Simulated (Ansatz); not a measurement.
## What a change does: single-point calculation on Al9O

System: Al9O (slab, 10 atoms in the cell).
Method of the first run: DFT, PBE, plane waves, PAW, PAW set soft_1, no spin polarisation (Ansatz 0.2.0).

The structure derives from a Materials Project entry. Text and figures count atoms from 1; the logs count them from 0 in places.

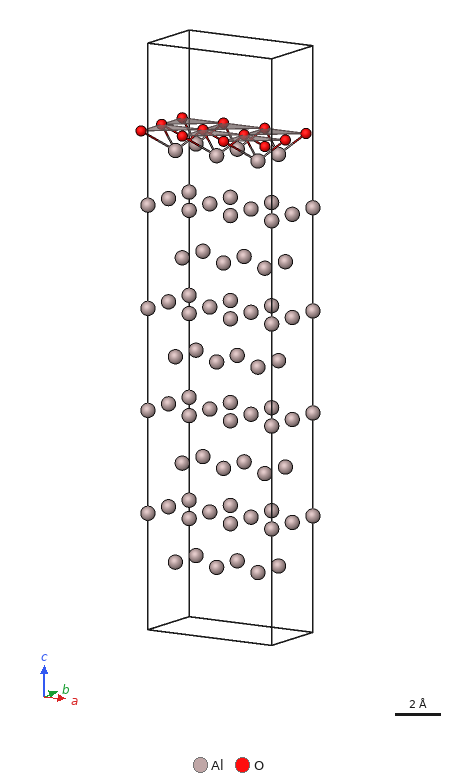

Fig. 1: The structure (polyhedral view of the 3 × 2 repeat of the cell, with the vacuum cut short, seen slightly off an axis; polyhedra are completed across the faces of the cell). An atom can appear more than once, as a periodic image.

The input, the first run:
```yaml
crystal:
  lattice:
    - [2.8535431555, 0.0, 0.0]
    - [-1.4267715777, 2.4712408634, 0.0]
    - [0.0, 0.0, 34.2605579378]
  atoms:
    - { symbol: Al, position: [0.3333333333, 0.6666666667, 0.116752331] }
    - { symbol: Al, position: [0.0, 0.0, 0.1852090283] }
    - { symbol: Al, position: [0.6666666667, 0.3333333333, 0.2536657256] }
    - { symbol: Al, position: [0.0, 0.0, 0.3221224229] }
    - { symbol: Al, position: [0.3333333333, 0.6666666667, 0.3899858424] }
    - { symbol: Al, position: [0.0, 0.0, 0.457816857] }
    - { symbol: Al, position: [0.6666666667, 0.3333333333, 0.5268325032] }
    - { symbol: Al, position: [0.0, 0.0, 0.5950901729] }
    - { symbol: Al, position: [0.3333333333, 0.6666666667, 0.6643370484] }
    - { symbol: O, position: [0.8333333333, 1.0, 0.6927499246] }
basis:
  ecutwfc: 420
kpoints:
  mp_grid: { grid: [9, 9, 1] }
hamiltonian:
  xc: pbe
  pseudopotentials: { kind: paw, azcp: { folder: soft_1 } }
scf:
  occupations: { method: gaussian, width: 0.1 }
output:
  forces: true
  eigenvalues: true
efield:
  axis: 3
  dipole_correction: true
  ramp_width: 0.04
```

Launched with:
```bash
ansatz run input.yaml --threads 1 --pin off --max-ram 3072MiB --backend cpu --events-out ev --progress --plain --runs-dir out
```

Hardware: 1 thread of Intel Xeon (Sapphire Rapids), 16 GiB of memory available, shared host.

Output, shortened to warnings, some set-up lines, iterations and results (the first run):
```
Basis set: ecut = 420 eV, 4735 PW (Γ), exchange–correlation on 40×40×480 points (8 copies of the dense FFT grid, shifted against one another)
Symmetry: 1 space group operations
k-points: 41 of 81 (time reversal used)
Initial density: superposition of atomic densities (neutral atoms: chi_scale 0, normalization atom)
[...]
SCF iter   1: F=—  HF=-5407.659517 eV  |F-HF|=—  |Δ(HF+E_count)|=         —  Δρ=5.84e-2  dr2=2.24e1  ethr=3.10e-3  p=0.000 e·Å  D=9.84e-8 V/Å  ΔV_dip=-0.00 eV  …
SCF iter   2: F=—  HF=-5409.419140 eV  |F-HF|=—  |Δ(HF+E_count)|=    1.76e0  Δρ=1.27e-1  dr2=2.23e2  ethr=3.10e-3  p=-0.217 e·Å  D=-1.63e-1 V/Å  ΔV_dip=5.58 eV  …
SCF iter   3: F=—  HF=-5405.725264 eV  |F-HF|=—  |Δ(HF+E_count)|=    3.69e0  Δρ=2.93e-2  dr2=9.67e0  ethr=3.10e-3  p=-0.018 e·Å  D=-1.33e-2 V/Å  ΔV_dip=0.45 eV  …
SCF iter   4: F=—  HF=-5405.006381 eV  |F-HF|=—  |Δ(HF+E_count)|=   7.19e-1  Δρ=1.32e-2  dr2=2.49e0  ethr=3.10e-3  p=-0.074 e·Å  D=-5.51e-2 V/Å  ΔV_dip=1.89 eV  …
SCF iter   5: F=—  HF=-5404.876792 eV  |F-HF|=—  |Δ(HF+E_count)|=   1.30e-1  Δρ=5.15e-3  dr2=8.70e-1  ethr=3.10e-3  p=-0.091 e·Å  D=-6.85e-2 V/Å  ΔV_dip=2.35 eV  …
SCF iter   6: F=—  HF=-5404.817165 eV  |F-HF|=—  |Δ(HF+E_count)|=   5.96e-2  Δρ=9.07e-4  dr2=1.13e-2  ethr=2.64e-3  p=-0.134 e·Å  D=-1.00e-1 V/Å  ΔV_dip=3.44 eV  …
SCF iter   7: F=—  HF=-5404.826777 eV  |F-HF|=—  |Δ(HF+E_count)|=   9.61e-3  Δρ=2.20e-3  dr2=1.16e-1  ethr=3.42e-5  p=-0.140 e·Å  D=-1.05e-1 V/Å  ΔV_dip=3.58 eV  …
SCF iter   8: F=—  HF=-5404.819733 eV  |F-HF|=—  |Δ(HF+E_count)|=   7.04e-3  Δρ=2.58e-4  dr2=1.55e-3  ethr=3.42e-5  p=-0.129 e·Å  D=-9.69e-2 V/Å  ΔV_dip=3.32 eV  …
SCF iter   9: F=—  HF=-5404.819706 eV  |F-HF|=—  |Δ(HF+E_count)|=   2.65e-5  Δρ=2.10e-4  dr2=1.16e-3  ethr=4.70e-6  p=-0.130 e·Å  D=-9.70e-2 V/Å  ΔV_dip=3.32 eV  …
SCF iter  10: F=—  HF=-5404.819619 eV  |F-HF|=—  |Δ(HF+E_count)|=   8.76e-5  Δρ=2.26e-5  dr2=2.35e-6  ethr=3.52e-6  p=-0.128 e·Å  D=-9.60e-2 V/Å  ΔV_dip=3.29 eV  …
SCF iter  11: F=—  HF=-5404.819643 eV  |F-HF|=—  |Δ(HF+E_count)|=   2.41e-5  Δρ=9.39e-6  dr2=6.63e-7  ethr=7.13e-9  p=-0.128 e·Å  D=-9.60e-2 V/Å  ΔV_dip=3.29 eV  …
SCF iter  12: F=-5404.819643 eV  HF=-5404.819643 eV  |F-HF|=1.35e-9  |Δ(HF+E_count)|=   2.36e-8  Δρ=1.57e-6  dr2=2.03e-8  ethr=3.03e-10  p=-0.128 e·Å  D=-9.60e-2 V/Å  …
SCF 1 converged in 12 iterations: F = -5404.819643 eV  dr2 = 2.03e-8
SCF converged after 12 iterations
Free energy (F): -5404.819643 eV
Harris-Foulkes:  -5404.819643 eV  (|F-HF|=1.35e-9)
Internal energy: -5404.793525 eV  (E = F + TS)
E sigma→0 (E₀):  -5404.806584 eV
Entropy (-TS):   -0.026118 eV (-2.612 meV/atom)
Fermi energy:    2.963858 eV
Dipole field:    D = -0.096018 V/Å  (p = -0.128198 e·Å, saw-weighted, corrected)
Work function:   Φ+ = 7.3708 eV   Φ− = 4.0812 eV
Levels:          The Fermi level and band energies are counted from a zero that moves with the ramp; work functions are not
--- Per-component energies (eV) ---
  E_band       = -72.053917
  E_kinetic    = 372.815214
  E_local      = -8784.147745  (includes V_loc(G=0)·N_el)
  E_nonlocal   = 142.797523
  E_hartree    = 4310.215337
  E_xc         = -410.498595
  E_vxc        = -353.372285  (∫ρ·V_xc dr)
  E_paw        = -4387.584967  (= ΣΔE_a)
  E_vpaw       = -74.983775  (= ΣTr[D̂ρ^β])
  E_aug_tail   = 0.000745  (compensation charges beyond the density's cutoff)
  E_efield     = 0.006155  (sawtooth field / dipole correction)
  E_vefield    = 4.404432  (∫n·V_field dr)
  E_ewald      = 3351.602810
  E_smearing   = -0.026118  (= −TS)
  E_closure    = -0.000000  (closes the sum)
  Σ components = -5404.819643   (vs F -5404.819643, Δ=0.00e0)
--- Forces (eV/Å), atoms counted from 1 ---
  atom   1  Al    -0.00224432     0.00027788    -0.06894663
  atom   2  Al     0.00308888    -0.00096181     0.03990402
  atom   3  Al     0.00165353     0.00088878    -0.04677648
  atom   4  Al    -0.00092866     0.00079391     0.02603878
  atom   5  Al     0.00504798     0.00201894     0.01115000
  atom   6  Al    -0.02030413    -0.00109284     0.12217123
  atom   7  Al     0.00303442    -0.00122371    -0.16737300
  atom   8  Al     0.11536469    -0.00196162     0.05993524
  atom   9  Al    -4.41081074    -3.48442866     0.02327926
  atom  10  O      4.30609821     3.48568855     0.00058649
  max |Σ_I F_I| component: 3.11e-5 eV/Å
```

The input of the second run differs as follows (lines with − go, lines with + come):
```diff
-    - { symbol: Al, position: [0.6666666667, 0.3333333333, 0.2536657256] }
+    - { symbol: Al, position: [0.6666666667, 0.3333333334, 0.2536657256] }
-    - { symbol: Al, position: [0.6666666667, 0.3333333333, 0.5268325032] }
+    - { symbol: Al, position: [0.6666666667, 0.3333333334, 0.5268325032] }
-    - { symbol: O, position: [0.8333333333, 1.0, 0.6927499246] }
+    - { symbol: O, position: [0.6666666667, 0.8333333334, 0.70502629] }
-  ecutwfc: 420
+  ecutwfc: "18.4 Ry"
```

Predict how the results change.

With the same functional and potentials, the second run lies 412.0 meV per atom higher (other lines of the input change too). The largest force goes from 5.621 to 3.183 eV/Å. The SCF takes 16 iterations against 12. The irreducible k-points go from 41 to 25. The plane waves at Γ go from 4735 to 2213. On the same kind of shared host the second run took about 0.44 times as long.

Output, shortened to warnings, some set-up lines, iterations and results (the second run):
```
Warning: basis.ecutwfc = 250.34475346308957 eV is below the records' recommended 420 eV, and the density's cutoff is lower with it unless basis.ecutrho_ratio is high enough to keep the records' density cutoff: compare with a run at a higher cutoff
Basis set: ecut = 250.34475346308957 eV, 2213 PW (Γ), exchange–correlation on 30×30×360 points (8 copies of the dense FFT grid, shifted against one another)
Symmetry: 2 space group operations
k-points: 25 of 81 (time reversal used)
Initial density: superposition of atomic densities (neutral atoms: chi_scale 0, normalization atom)
[...]
SCF iter   1: F=—  HF=-5404.237706 eV  |F-HF|=—  |Δ(HF+E_count)|=         —  Δρ=5.50e-2  dr2=4.46e1  ethr=3.10e-3  p=0.000 e·Å  D=1.08e-6 V/Å  ΔV_dip=-0.00 eV  …
SCF iter   2: F=—  HF=-5416.712028 eV  |F-HF|=—  |Δ(HF+E_count)|=    1.25e1  Δρ=1.88e-1  dr2=1.11e3  ethr=3.10e-3  p=-0.430 e·Å  D=-3.22e-1 V/Å  ΔV_dip=11.04 eV  …
SCF iter   3: F=—  HF=-5402.998075 eV  |F-HF|=—  |Δ(HF+E_count)|=    1.37e1  Δρ=4.24e-2  dr2=3.29e1  ethr=3.10e-3  p=-0.023 e·Å  D=-1.73e-2 V/Å  ΔV_dip=0.59 eV  …
SCF iter   4: F=—  HF=-5401.060243 eV  |F-HF|=—  |Δ(HF+E_count)|=    1.94e0  Δρ=1.82e-2  dr2=9.75e0  ethr=3.10e-3  p=-0.154 e·Å  D=-1.16e-1 V/Å  ΔV_dip=3.96 eV  …
SCF iter   5: F=—  HF=-5400.720922 eV  |F-HF|=—  |Δ(HF+E_count)|=   3.39e-1  Δρ=5.59e-3  dr2=8.89e-1  ethr=3.10e-3  p=-0.194 e·Å  D=-1.45e-1 V/Å  ΔV_dip=4.97 eV  …
[... 7 lines ...]
SCF iter  13: F=—  HF=-5400.700003 eV  |F-HF|=—  |Δ(HF+E_count)|=   2.22e-5  Δρ=3.49e-5  dr2=2.99e-5  ethr=3.47e-7  p=-0.211 e·Å  D=-1.58e-1 V/Å  ΔV_dip=5.41 eV  …
SCF iter  14: F=—  HF=-5400.699229 eV  |F-HF|=—  |Δ(HF+E_count)|=   7.74e-4  Δρ=2.50e-5  dr2=2.95e-6  ethr=9.06e-8  p=-0.211 e·Å  D=-1.58e-1 V/Å  ΔV_dip=5.41 eV  …
SCF iter  15: F=—  HF=-5400.699229 eV  |F-HF|=—  |Δ(HF+E_count)|=   4.28e-7  Δρ=9.08e-6  dr2=3.23e-7  ethr=8.94e-9  p=-0.211 e·Å  D=-1.58e-1 V/Å  ΔV_dip=5.41 eV  …
SCF iter  16: F=-5400.699229 eV  HF=-5400.699229 eV  |F-HF|=3.84e-8  |Δ(HF+E_count)|=   1.68e-9  Δρ=3.83e-6  dr2=4.62e-8  ethr=3.03e-10  p=-0.211 e·Å  D=-1.58e-1 V/Å  …
SCF 1 converged in 16 iterations: F = -5400.699229 eV  dr2 = 4.62e-8
SCF converged after 16 iterations
Free energy (F): -5400.699229 eV
Harris-Foulkes:  -5400.699229 eV  (|F-HF|=3.84e-8)
Internal energy: -5400.668234 eV  (E = F + TS)
E sigma→0 (E₀):  -5400.683731 eV
Entropy (-TS):   -0.030994 eV (-3.099 meV/atom)
Fermi energy:    2.516384 eV
Dipole field:    D = -0.157773 V/Å  (p = -0.210651 e·Å, saw-weighted, corrected)
Work function:   Φ+ = 9.4732 eV   Φ− = 4.0680 eV
Levels:          The Fermi level and band energies are counted from a zero that moves with the ramp; work functions are not
--- Per-component energies (eV) ---
  E_band       = -72.371288
  E_kinetic    = 373.721281
  E_local      = -8135.872072  (includes V_loc(G=0)·N_el)
  E_nonlocal   = 137.440767
  E_hartree    = 3985.260111
  E_xc         = -410.762468
  E_vxc        = -353.661906  (∫ρ·V_xc dr)
  E_paw        = -4384.321841  (= ΣΔE_a)
  E_vpaw       = -71.086981  (= ΣTr[D̂ρ^β])
  E_aug_tail   = 0.003712  (compensation charges beyond the density's cutoff)
  E_efield     = 0.016618  (sawtooth field / dipole correction)
  E_vefield    = 6.553458  (∫n·V_field dr)
  E_ewald      = 3033.845659
  E_smearing   = -0.030994  (= −TS)
  E_closure    = 0.000000  (closes the sum)
  Σ components = -5400.699229   (vs F -5400.699229, Δ=0.00e0)
--- Forces (eV/Å), atoms counted from 1 ---
  atom   1  Al    -0.00078827    -0.00045511    -0.11666335
  atom   2  Al    -0.00137570    -0.00079426     0.03959786
  atom   3  Al     0.00259545     0.00149848    -0.03389712
  atom   4  Al    -0.00647251    -0.00373691     0.01054299
  atom   5  Al     0.00989597     0.00571344     0.01440776
  atom   6  Al    -0.00777291    -0.00448769     0.15870463
  atom   7  Al    -0.00529387    -0.00305642    -0.22243263
  atom   8  Al     0.08143137     0.04701442     0.24345375
  atom   9  Al    -2.75166115    -1.58867231    -0.19438710
  atom  10  O      2.67939568     1.54694982     0.10065414
  max |Σ_I F_I| component: 4.59e-5 eV/Å
```

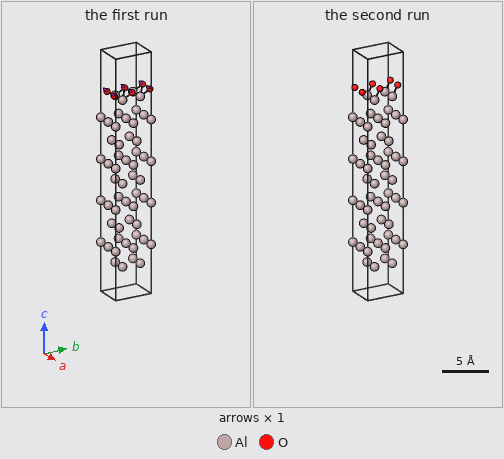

Fig. 2: The two input geometries at one scale (ball-and-stick view of the 2 × 2 repeat of the cell, with the vacuum cut short, seen slightly off an axis). The pink arrows on the first give the shifts of the atoms relative to the cell, at true length. The largest move is that of the O atom, 0.63 Å. Al stays in place. The cell doesn't change. Among the contacts that change: Al–O 1.972 → 2.587 Å, Al–O 2.290 → 2.587 Å, Al–O 1.591 → 1.619 Å.

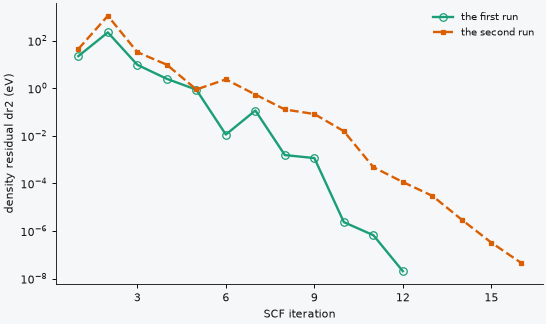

Fig. 3: Convergence of the two runs: density residual dr2 against the SCF iteration. The first run takes 12 iterations in all, and the second run takes 16.

The two runs side by side:

```csv
quantity,the first run,the second run
outcome,converged,converged
free energy per atom (eV),−540.4820,−540.0699
"energy per atom, smearing taken to zero (eV)",−540.4807,−540.0684
gap on the mesh (eV),0.00,0.00
largest force (eV/Å),5.621,3.183
SCF iterations,12,16
irreducible k-points,41,25
plane waves at Γ,4735,2213
wall time (shared host),16 s,7.2 s
```

For both runs: The cell holds an odd number of electrons but the run has no spin polarisation, so a band is left half filled. For the second run: These settings are looser than, or depart from, a standard set-up, so the numbers are not reference values for this system. Warnings: the cutoff is below the recommended one.
